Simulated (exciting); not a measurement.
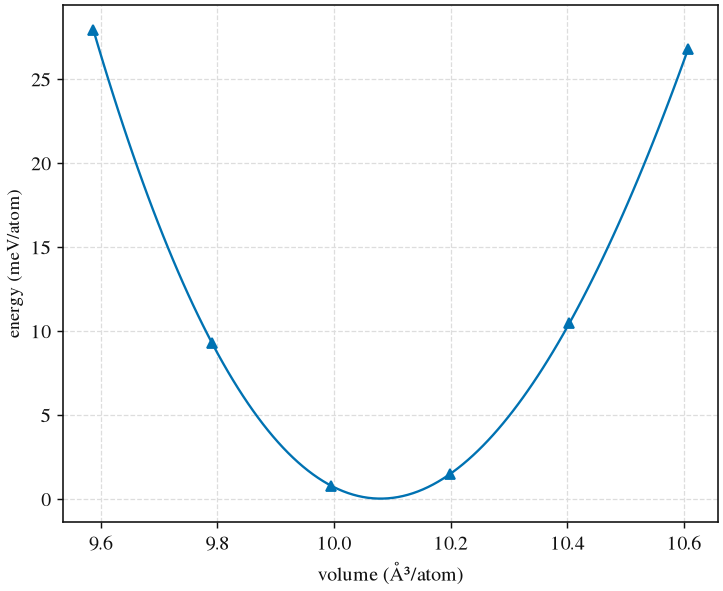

Calculation (exciting sodium): all-electron LAPW DFT, no spin polarisation; energies at scaled volumes of the given cell, shape and fractions fixed, counted from the fit's minimum, third-order Birch-Murnaghan fit. Level: PBEsol.

k mesh 10×10×10; occupations Fermi–Dirac; smearing width 0.05 eV; potentials all electron LAPW+lo, shipped species files; program settings rgkmax 7.5.

Cell as given: a = 2.732 Å, b = 2.732 Å, c = 2.732 Å, α = 90.00°, β = 90.00°, γ = 90.00°; 2 atoms.

Energy against volume for TaN, space group Pm-3m (No. 221) (cell built by us, not taken from a database).

A third-order Birch–Murnaghan fit gives V0 = 10.08 Å³/atom, B0 = 340 GPa and B′ = 4.3. The energy is 27.92 meV/atom at volume 9.59 Å³/atom and 26.79 meV/atom at 10.61 Å³/atom; the lowest computed point is at volume 9.99 Å³/atom (0.76 meV/atom).
